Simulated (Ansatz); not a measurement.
## Single-point calculation, with input and output: SiO (part 2 of 2)

Continued. System: SiO (4 atoms in the cell). Method: DFT PBE, scalar-relativistic, plane waves, PAW, spin-polarised (Ansatz 0.2.0); cutoff 420 eV, 6×6×2 k-mesh, Gaussian smearing of 0.1 eV, collinear spins. The structure was made by swapping elements on the sites of another compound; it need not be a known phase. It belongs to a series of runs on one base structure; here: hexagonal BN type (P6_3/mmc, No. 194).

Geometry of the input (Å; fractional positions):
```
2.9641  0.0000  0.0000
-1.4821  2.5670  0.0000
0.0000  0.0000  7.8853
Si 0.3333  0.6667  0.2500
Si 0.6667  0.3333  0.7500
O  0.3333  0.6667  0.7500
O  0.6667  0.3333  0.2500
```

What the program printed, continued:
```
SCF iter   1: F=—  HF=-2400.416276 eV  |F-HF|=—  |Δ(HF+E_count)|=         —  Δρ=7.52e-2 (↑2.76e-2 ↓7.52e-2)  dr2=2.19e0  dr2_m=1.17e0  M=0.393 μB ∫|m|=0.492 μB  β_m=0.30  ethr=3.10e-3  ⟨swp⟩=6.0  Hψ=2601  notcnv=0
preconditioner: auto → none  [metal: Δε(μ)=0.045 eV  Ē_g=11.174 eV  σ=0.100 eV  W_gap=0.25  n_scr=4 (ndim 8)  ℏωp=19.2 eV  f_vac=0.000  D(μ)=3.69/eV (n_scr^D=38)  sad-step TF]
SCF iter   2: F=—  HF=-2400.294377 eV  |F-HF|=—  |Δ(HF+E_count)|=   1.22e-1  Δρ=4.50e-2 (↑2.70e-2 ↓4.50e-2)  dr2=5.58e-1  dr2_m=6.09e-1  M=0.468 μB ∫|m|=0.523 μB  β_m=0.30  ethr=3.10e-3  ⟨swp⟩=2.6  Hψ=1002  notcnv=0  defer=13
SCF iter   3: F=—  HF=-2400.339944 eV  |F-HF|=—  |Δ(HF+E_count)|=   4.56e-2  Δρ=2.68e-2 (↑2.68e-2 ↓2.48e-2)  dr2=7.54e-2  dr2_m=3.35e-1  M=0.513 μB ∫|m|=0.543 μB  β_m=0.30  ethr=2.79e-3  ⟨swp⟩=2.6  Hψ=708  notcnv=0  defer=14
SCF iter   4: F=—  HF=-2400.406986 eV  |F-HF|=—  |Δ(HF+E_count)|=   6.70e-2  Δρ=1.92e-2 (↑1.85e-2 ↓1.92e-2)  dr2=4.03e-3  dr2_m=1.95e-1  M=0.507 μB ∫|m|=0.535 μB  β_m=0.30  ethr=3.77e-4  ⟨swp⟩=2.4  Hψ=723  notcnv=0  defer=15
SCF iter   5: F=—  HF=-2400.447273 eV  |F-HF|=—  |Δ(HF+E_count)|=   4.03e-2  Δρ=1.47e-2 (↑1.47e-2 ↓1.40e-2)  dr2=8.72e-4  dr2_m=1.12e-1  M=0.520 μB ∫|m|=0.544 μB  β_m=0.30  ethr=2.02e-5  ⟨swp⟩=2.0  Hψ=705  notcnv=0  defer=15
SCF iter   6: F=—  HF=-2400.470813 eV  |F-HF|=—  |Δ(HF+E_count)|=   2.35e-2  Δρ=1.09e-2 (↑1.08e-2 ↓1.09e-2)  dr2=2.34e-5  dr2_m=6.44e-2  M=0.538 μB ∫|m|=0.559 μB  β_m=0.30  ethr=4.36e-6  ⟨swp⟩=2.2  Hψ=722  notcnv=0  defer=15
SCF iter   7: F=—  HF=-2400.484836 eV  |F-HF|=—  |Δ(HF+E_count)|=   1.40e-2  Δρ=8.28e-3 (↑8.24e-3 ↓8.28e-3)  dr2=1.66e-5  dr2_m=3.75e-2  M=0.554 μB ∫|m|=0.573 μB  β_m=0.30  ethr=1.17e-7  ⟨swp⟩=3.1  Hψ=979  notcnv=0  defer=16
Mixer restart at iter 7: flushing history
spin-set hold released at iteration 7 (site moments contracting): the magnetisation degrees of freedom join the quasi-Newton model from the next iteration; the mixer history was flushed
SCF iter   8: F=—  HF=-2400.493388 eV  |F-HF|=—  |Δ(HF+E_count)|=   8.55e-3  Δρ=6.33e-3 (↑6.27e-3 ↓6.33e-3)  dr2=1.57e-5  dr2_m=2.18e-2  M=0.571 μB ∫|m|=0.589 μB  β_m=0.65  ethr=8.32e-8  ⟨swp⟩=3.1  Hψ=924  notcnv=0  defer=16
SCF iter   9: F=—  HF=-2400.508920 eV  |F-HF|=—  |Δ(HF+E_count)|=   1.55e-2  Δρ=1.05e-3 (↑1.05e-3 ↓9.15e-4)  dr2=5.56e-5  dr2_m=5.14e-4  M=0.671 μB ∫|m|=0.689 μB  β_m=0.82  ethr=7.86e-8  ⟨swp⟩=4.2  Hψ=1179  notcnv=0  defer=16
SCF iter  10: F=—  HF=-2400.511049 eV  |F-HF|=—  |Δ(HF+E_count)|=   2.13e-3  Δρ=9.29e-4 (↑9.29e-4 ↓8.49e-4)  dr2=1.34e-4  dr2_m=3.97e-4  M=0.727 μB ∫|m|=0.746 μB  β_m=0.91  ethr=7.86e-8  ⟨swp⟩=3.3  Hψ=971  notcnv=0  defer=16
SCF iter  11: F=—  HF=-2400.513591 eV  |F-HF|=—  |Δ(HF+E_count)|=   2.54e-3  Δρ=1.08e-3 (↑1.08e-3 ↓9.65e-4)  dr2=8.66e-4  dr2_m=3.31e-4  M=0.796 μB ∫|m|=0.818 μB  β_m=0.43  ethr=7.86e-8  ⟨swp⟩=3.1  Hψ=941  notcnv=0  defer=16
SCF iter  12: F=—  HF=-2400.516221 eV  |F-HF|=—  |Δ(HF+E_count)|=   2.63e-3  Δρ=6.13e-4 (↑6.13e-4 ↓3.60e-4)  dr2=5.60e-5  dr2_m=1.24e-4  M=0.918 μB ∫|m|=0.947 μB  β_m=0.91  ethr=7.86e-8  ⟨swp⟩=3.8  Hψ=1069  notcnv=0  defer=16
SCF iter  13: F=—  HF=-2400.516158 eV  |F-HF|=—  |Δ(HF+E_count)|=   6.35e-5  Δρ=3.77e-4 (↑3.77e-4 ↓2.83e-4)  dr2=1.55e-5  dr2_m=5.52e-5  M=0.894 μB ∫|m|=0.923 μB  β_m=0.88  ethr=7.86e-8  ⟨swp⟩=2.1  Hψ=762  notcnv=0  defer=16
SCF iter  14: F=—  HF=-2400.516648 eV  |F-HF|=—  |Δ(HF+E_count)|=   4.90e-4  Δρ=2.04e-4 (↑2.04e-4 ↓1.92e-4)  dr2=1.49e-6  dr2_m=2.11e-5  M=0.942 μB ∫|m|=0.973 μB  β_m=0.88  ethr=7.74e-8  ⟨swp⟩=3.4  Hψ=863  notcnv=0  defer=16
SCF iter  15: F=—  HF=-2400.516917 eV  |F-HF|=—  |Δ(HF+E_count)|=   2.69e-4  Δρ=2.36e-4 (↑2.36e-4 ↓2.25e-4)  dr2=7.31e-6  dr2_m=2.71e-5  M=0.988 μB ∫|m|=1.019 μB  β_m=0.88  ethr=7.47e-9  ⟨swp⟩=3.6  Hψ=1003  notcnv=0  defer=16
SCF iter  16: F=—  HF=-2400.516820 eV  |F-HF|=—  |Δ(HF+E_count)|=   9.68e-5  Δρ=2.17e-4 (↑2.17e-4 ↓2.07e-4)  dr2=4.51e-6  dr2_m=2.34e-5  M=0.971 μB ∫|m|=1.003 μB  β_m=0.94  ethr=7.47e-9  ⟨swp⟩=3.3  Hψ=847  notcnv=0  defer=16
SCF iter  17: F=—  HF=-2400.516535 eV  |F-HF|=—  |Δ(HF+E_count)|=   2.85e-4  Δρ=2.21e-4 (↑2.21e-4 ↓2.11e-4)  dr2=6.20e-6  dr2_m=2.40e-5  M=0.925 μB ∫|m|=0.956 μB  β_m=0.86  ethr=7.47e-9  ⟨swp⟩=3.8  Hψ=1018  notcnv=0  defer=16
SCF iter  18: F=—  HF=-2400.516094 eV  |F-HF|=—  |Δ(HF+E_count)|=   4.41e-4  Δρ=3.76e-4 (↑3.76e-4 ↓3.50e-4)  dr2=3.31e-5  dr2_m=6.38e-5  M=0.882 μB ∫|m|=0.912 μB  β_m=0.68  ethr=7.47e-9  ⟨swp⟩=4.0  Hψ=1073  notcnv=0  defer=16  recentre
SCF iter  19: F=—  HF=-2400.516875 eV  |F-HF|=—  |Δ(HF+E_count)|=   7.81e-4  Δρ=2.33e-4 (↑2.33e-4 ↓2.12e-4)  dr2=1.20e-5  dr2_m=2.42e-5  M=0.981 μB ∫|m|=1.012 μB  β_m=0.17  ethr=7.47e-9  ⟨swp⟩=4.1  Hψ=1125  notcnv=0  defer=16
SCF iter  20: F=—  HF=-2400.517107 eV  |F-HF|=—  |Δ(HF+E_count)|=   2.32e-4  Δρ=2.85e-4 (↑2.85e-4 ↓2.61e-4)  dr2=1.83e-5  dr2_m=3.63e-5  M=1.017 μB ∫|m|=1.048 μB  β_m=0.64  ethr=7.47e-9  ⟨swp⟩=3.2  Hψ=978  notcnv=0  defer=16
SCF iter  21: F=—  HF=-2400.517486 eV  |F-HF|=—  |Δ(HF+E_count)|=   3.80e-4  Δρ=3.73e-4 (↑3.73e-4 ↓3.53e-4)  dr2=3.04e-5  dr2_m=6.43e-5  M=1.065 μB ∫|m|=1.096 μB  β_m=0.10  ethr=7.47e-9  ⟨swp⟩=3.5  Hψ=978  notcnv=0  defer=16
SCF iter  22: F=—  HF=-2400.518249 eV  |F-HF|=—  |Δ(HF+E_count)|=   7.63e-4  Δρ=4.83e-4 (↑4.83e-4 ↓4.83e-4)  dr2=4.26e-5  dr2_m=1.16e-4  M=1.139 μB ∫|m|=1.168 μB  β_m=0.23  ethr=7.47e-9  ⟨swp⟩=4.0  Hψ=1087  notcnv=0  defer=16
SCF iter  23: F=—  HF=-2400.520594 eV  |F-HF|=—  |Δ(HF+E_count)|=   2.35e-3  Δρ=9.17e-4 (↑9.17e-4 ↓8.40e-4)  dr2=3.64e-5  dr2_m=4.01e-4  M=1.328 μB ∫|m|=1.351 μB  β_m=0.11  ethr=7.47e-9  ⟨swp⟩=4.5  Hψ=1236  notcnv=0  defer=16  recentre
SCF iter  24: F=—  HF=-2400.519354 eV  |F-HF|=—  |Δ(HF+E_count)|=   1.24e-3  Δρ=6.10e-4 (↑5.87e-4 ↓6.10e-4)  dr2=2.74e-5  dr2_m=1.84e-4  M=1.228 μB ∫|m|=1.255 μB  β_m=0.75  ethr=7.47e-9  ⟨swp⟩=4.2  Hψ=1174  notcnv=0  defer=15
SCF iter  25: F=—  HF=-2400.518376 eV  |F-HF|=—  |Δ(HF+E_count)|=   9.78e-4  Δρ=4.96e-4 (↑4.91e-4 ↓4.96e-4)  dr2=4.76e-5  dr2_m=1.20e-4  M=1.150 μB ∫|m|=1.179 μB  β_m=0.59  ethr=7.47e-9  ⟨swp⟩=4.1  Hψ=1106  notcnv=0  defer=15
SCF iter  26: F=—  HF=-2400.516857 eV  |F-HF|=—  |Δ(HF+E_count)|=   1.52e-3  Δρ=2.58e-4 (↑2.58e-4 ↓1.92e-4)  dr2=2.69e-5  dr2_m=2.21e-5  M=0.978 μB ∫|m|=1.009 μB  β_m=0.75  ethr=7.47e-9  ⟨swp⟩=4.6  Hψ=1238  notcnv=0  defer=15
SCF iter  27: F=—  HF=-2400.516141 eV  |F-HF|=—  |Δ(HF+E_count)|=   7.16e-4  Δρ=3.54e-4 (↑3.54e-4 ↓3.13e-4)  dr2=2.97e-5  dr2_m=5.40e-5  M=0.885 μB ∫|m|=0.915 μB  β_m=0.07  ethr=7.47e-9  ⟨swp⟩=4.1  Hψ=1147  notcnv=0  defer=15
SCF iter  28: F=—  HF=-2400.516580 eV  |F-HF|=—  |Δ(HF+E_count)|=   4.39e-4  Δρ=2.33e-4 (↑2.33e-4 ↓1.90e-4)  dr2=2.04e-5  dr2_m=1.99e-5  M=0.932 μB ∫|m|=0.963 μB  β_m=0.24  ethr=7.47e-9  ⟨swp⟩=3.9  Hψ=1074  notcnv=0  defer=15
SCF iter  29: F=—  HF=-2400.518766 eV  |F-HF|=—  |Δ(HF+E_count)|=   2.19e-3  Δρ=5.84e-4 (↑5.52e-4 ↓5.84e-4)  dr2=5.08e-5  dr2_m=1.58e-4  M=1.182 μB ∫|m|=1.211 μB  β_m=0.40  ethr=7.47e-9  ⟨swp⟩=4.6  Hψ=1276  notcnv=0  defer=15  recentre
SCF iter  30: F=—  HF=-2400.516994 eV  |F-HF|=—  |Δ(HF+E_count)|=   1.77e-3  Δρ=2.78e-4 (↑2.78e-4 ↓2.05e-4)  dr2=3.14e-5  dr2_m=2.54e-5  M=1.000 μB ∫|m|=1.031 μB  β_m=0.70  ethr=7.47e-9  ⟨swp⟩=4.6  Hψ=1289  notcnv=0  defer=15
SCF iter  31: F=—  HF=-2400.516715 eV  |F-HF|=—  |Δ(HF+E_count)|=   2.79e-4  Δρ=2.10e-4 (↑2.10e-4 ↓1.65e-4)  dr2=1.08e-5  dr2_m=1.72e-5  M=0.954 μB ∫|m|=0.985 μB  β_m=0.52  ethr=7.47e-9  ⟨swp⟩=3.5  Hψ=1008  notcnv=0  defer=15
SCF iter  32: F=—  HF=-2400.517354 eV  |F-HF|=—  |Δ(HF+E_count)|=   6.39e-4  Δρ=3.44e-4 (↑3.44e-4 ↓3.30e-4)  dr2=1.80e-5  dr2_m=5.73e-5  M=1.050 μB ∫|m|=1.081 μB  β_m=0.92  ethr=7.47e-9  ⟨swp⟩=4.3  Hψ=1142  notcnv=0  defer=15  recentre
SCF iter  33: F=—  HF=-2400.516309 eV  |F-HF|=—  |Δ(HF+E_count)|=   1.05e-3  Δρ=2.89e-4 (↑2.89e-4 ↓2.58e-4)  dr2=2.12e-5  dr2_m=3.59e-5  M=0.899 μB ∫|m|=0.929 μB  β_m=0.96  ethr=7.47e-9  ⟨swp⟩=4.5  Hψ=1228  notcnv=0  defer=15
SCF iter  34: F=—  HF=-2400.516402 eV  |F-HF|=—  |Δ(HF+E_count)|=   9.31e-5  Δρ=2.61e-4 (↑2.61e-4 ↓2.22e-4)  dr2=1.69e-5  dr2_m=2.80e-5  M=0.908 μB ∫|m|=0.939 μB  β_m=0.19  ethr=7.47e-9  ⟨swp⟩=3.1  Hψ=825  notcnv=0  defer=15
SCF iter  35: F=—  HF=-2400.516135 eV  |F-HF|=—  |Δ(HF+E_count)|=   2.66e-4  Δρ=3.55e-4 (↑3.55e-4 ↓3.06e-4)  dr2=3.02e-5  dr2_m=5.28e-5  M=0.884 μB ∫|m|=0.914 μB  β_m=0.57  ethr=7.47e-9  ⟨swp⟩=3.2  Hψ=934  notcnv=0  defer=15
SCF iter  36: F=—  HF=-2400.516149 eV  |F-HF|=—  |Δ(HF+E_count)|=   1.33e-5  Δρ=3.55e-4 (↑3.55e-4 ↓3.14e-4)  dr2=3.09e-5  dr2_m=5.41e-5  M=0.885 μB ∫|m|=0.915 μB  β_m=0.17  ethr=7.47e-9  ⟨swp⟩=2.5  Hψ=582  notcnv=0  defer=15
SCF iter  37: F=—  HF=-2400.516472 eV  |F-HF|=—  |Δ(HF+E_count)|=   3.23e-4  Δρ=2.39e-4 (↑2.39e-4 ↓2.20e-4)  dr2=1.24e-5  dr2_m=2.59e-5  M=0.917 μB ∫|m|=0.948 μB  β_m=0.22  ethr=7.47e-9  ⟨swp⟩=3.5  Hψ=987  notcnv=0  defer=15
SCF iter  38: F=—  HF=-2400.516954 eV  |F-HF|=—  |Δ(HF+E_count)|=   4.82e-4  Δρ=2.44e-4 (↑2.44e-4 ↓2.21e-4)  dr2=1.23e-5  dr2_m=2.67e-5  M=0.994 μB ∫|m|=1.025 μB  ethr=7.47e-9  ⟨swp⟩=5.0  Hψ=2638  notcnv=0
Mixer restart at iter 38: flushing history
iteration 38: the SCF's residuals had fallen too slowly under its mixing. It goes on by minimising its free energy, and can end on another state than longer mixing would; under `scf.algorithm: density_mixing` no SCF does so, but by `scf.convergence.dm_fallback`
SCF iter  39: F=—  HF=-2400.523513 eV  |F-HF|=—  |Δ(HF+E_count)|=   6.56e-3  Δρ=6.93e-4 (↑6.93e-4 ↓6.84e-4)  dr2=4.14e-4  dr2_m=1.18e-4  M=1.516 μB ∫|m|=1.525 μB  ethr=7.47e-9  ⟨swp⟩=4.8  Hψ=4088  notcnv=0
SCF iter  40: F=—  HF=-2400.524196 eV  |F-HF|=—  |Δ(HF+E_count)|=   6.83e-4  Δρ=2.37e-4 (↑1.91e-4 ↓2.37e-4)  dr2=6.40e-5  dr2_m=1.00e-6  M=1.559 μB ∫|m|=1.569 μB  ethr=7.47e-9  ⟨swp⟩=4.1  Hψ=2356  notcnv=0
SCF iter  41: F=—  HF=-2400.524180 eV  |F-HF|=—  |Δ(HF+E_count)|=   1.55e-5  Δρ=1.44e-5 (↑1.44e-5 ↓9.88e-6)  dr2=3.24e-7  dr2_m=3.78e-8  M=1.558 μB ∫|m|=1.568 μB  ethr=7.47e-9  ⟨swp⟩=2.6  Hψ=1789  notcnv=0
SCF iter  42: F=-2400.524181 eV  HF=-2400.524181 eV  |F-HF|=3.62e-9  |Δ(HF+E_count)|=   4.80e-8  Δρ=2.00e-6 (↑1.56e-6 ↓2.00e-6)  dr2=6.44e-9  dr2_m=4.10e-10  M=1.558 μB ∫|m|=1.568 μB  ethr=5.00e-10  ⟨swp⟩=2.6  Hψ=1574  notcnv=0
SCF iter  43: F=-2400.524181 eV  HF=-2400.524181 eV  |F-HF|=3.63e-9  |Δ(HF+E_count)|=  1.32e-11  Δρ=2.00e-6 (↑1.56e-6 ↓2.00e-6)  dr2=6.45e-9  dr2_m=4.13e-10  M=1.558 μB ∫|m|=1.568 μB  ethr=3.22e-11  ⟨swp⟩=1.4  Hψ=1496  notcnv=0
SCF 1 converged in 43 iterations: F = -2400.524181 eV  dr2 = 6.45e-9
  greatest PAW one-centre occupation: 0.897 electrons in one spin orbital (limit 2), on the O atom at site 3 (counted from 0), in its partial waves of l = 0
```

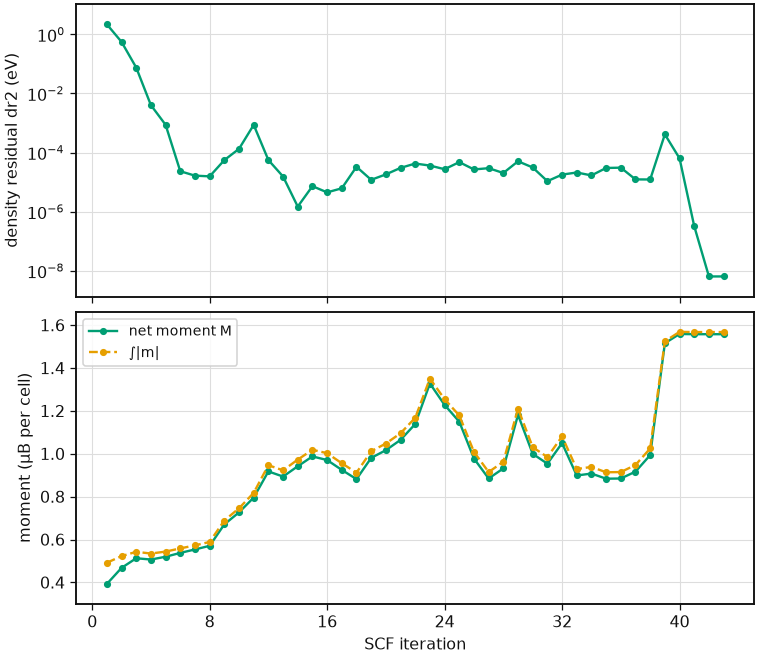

*Convergence of the self-consistent field: density residual dr2 and magnetic moment against the SCF iteration.*

The residual saws up and down around 2.5 × 10⁻⁵ from about step 15 to 38 before it settles. The net moment doesn't settle. Over the last steps it still swings between 1.0 and 1.6 μB per cell.

```
SCF converged after 43 iterations
Magnetization: 1.5575 μB (10.7788 up, 9.2212 down)
Absolute magnetization: 1.5678 μB (∫|ρ↑−ρ↓|, with the PAW one-centre terms)
Spin contamination: 0.0119 ħ² per cell (⟨S²⟩ above its minimum at these occupations)
Per-site moments (μB) at R_I (Å): [(0.09232769591242893, 0.7059322232664588), (0.09232769591242897, 0.7059322232664588), (0.07905438392333969, 0.7059322232664588), (0.07905438392333966, 0.7059322232664588)]
Free energy (F): -2400.524181 eV
Harris-Foulkes:  -2400.524181 eV  (|F-HF|=3.63e-9)
Internal energy: -2400.509739 eV  (E = F + TS)
E sigma→0 (E₀):  -2400.516960 eV
Entropy (-TS):   -0.014441 eV (-3.610 meV/atom)
Fermi energy:    7.540851 eV
--- Per-component energies (eV) ---
  E_band       = -78.777232
  E_kinetic    = 449.782110
  E_local      = -1191.320593  (includes V_loc(G=0)·N_el)
  E_nonlocal   = 147.354466
  E_hartree    = 439.160293
  E_xc         = -260.894589
  E_vxc        = -285.762074  (∫ρ·V_xc dr)
  E_paw        = -1342.037122  (= ΣΔE_a)
  E_vpaw       = -77.156590  (= ΣTr[D̂ρ^β])
  E_aug_tail   = 0.004805  (compensation charges beyond the density's cutoff)
  E_ewald      = -642.559109
  E_smearing   = -0.014441  (= −TS)
  E_closure    = -0.000000  (closes the sum)
  Σ components = -2400.524181   (vs F -2400.524181, Δ=0.00e0)
--- Forces (eV/Å), atoms counted from 1 ---
  atom   1  Si     0.00000000     0.00000000     0.00000000
  atom   2  Si    -0.00000000    -0.00000000     0.00000000
  atom   3  O      0.00000000     0.00000000     0.00000000
  atom   4  O     -0.00000000    -0.00000000     0.00000000
  max |Σ_I F_I| component: 7.40e-17 eV/Å
--- Stress (GPa, compression-positive) ---
       46.524755       0.000000       0.000000
        0.000000      46.524755       0.000000
        0.000000       0.000000      -2.180257
  P = ⅓ Tr σ = 30.2898 GPa (302.898 kbar)
--- Band table (eV; the first three rows and the last of 28) ---
  k-point 0 ↑: bands = ["-17.7842", "-17.7512", "-2.4896", "-2.2506", "-2.2506", "-2.2429", "-2.2429", "-1.6883", "2.2746", "3.7356", "7.1874", "10.1316", "10.5927", "12.4035", "12.4035"]
  k-point 1 ↑: bands = ["-17.7677", "-17.7677", "-2.2466", "-2.2466", "-2.2466", "-2.2466", "-2.1311", "-2.1311", "2.9958", "2.9958", "8.1521", "8.1521", "12.4310", "12.4310", "12.4310"]
  k-point 2 ↑: bands = ["-17.5440", "-17.5145", "-3.5852", "-3.5450", "-2.4645", "-2.4525", "-2.1164", "-1.3932", "3.5348", "5.0686", "7.0820", "9.5136", "10.7689", "10.9204", "11.8031"]
  k-point 13 ↓: bands = ["-16.3998", "-16.3998", "-5.2929", "-5.2929", "-4.6965", "-4.6965", "0.0299", "0.0299", "8.4492", "8.4492", "9.3955", "9.3955", "10.3739", "10.3739", "12.5085"]
--- Löwdin populations: 4 sites ---
  site symbol       q [e]    m [muB]
     0     Si      3.1347     0.6645
     1     Si      3.1347     0.6645
     2      O      6.6807     0.0734
     3      O      6.6807     0.0734
  spilling = 0.018460 (of n_electrons = 20.000000)
```

File populations.tsv:
```
# site	symbol	l	j	q_up	q_dn
# orbitals = lowdin
# n_electrons = 20.000000
# spilling = 0.018460
0	Si	0_3S	-	0.658336	0.552660
0	Si	1_3P	-	1.241258	0.682408
1	Si	0_3S	-	0.658336	0.552660
1	Si	1_3P	-	1.241258	0.682408
2	O	0_2S	-	0.878063	0.867940
2	O	1_2P	-	2.499025	2.435711
3	O	0_2S	-	0.878063	0.867940
3	O	1_2P	-	2.499025	2.435711
```

Key numbers:

| quantity | value |
| --- | --- |
| outcome | converged |
| space group (tolerance 0.01 Å) | P6₃/mmc (194) |
| electrons treated | 20 |
| free energy | −2400.5242 eV |
| Fermi energy | 7.541 eV |
| gap on the k-point mesh | none (metallic) |
| net moment of the cell | 1.56 μB |
| integrated absolute moment | 1.57 μB |
| pressure | 30.29 GPa |
| largest force (length of the vector) | under 0.001 eV/Å |
| wall time | 6.1 s |
| peak memory | 0.35 GiB |
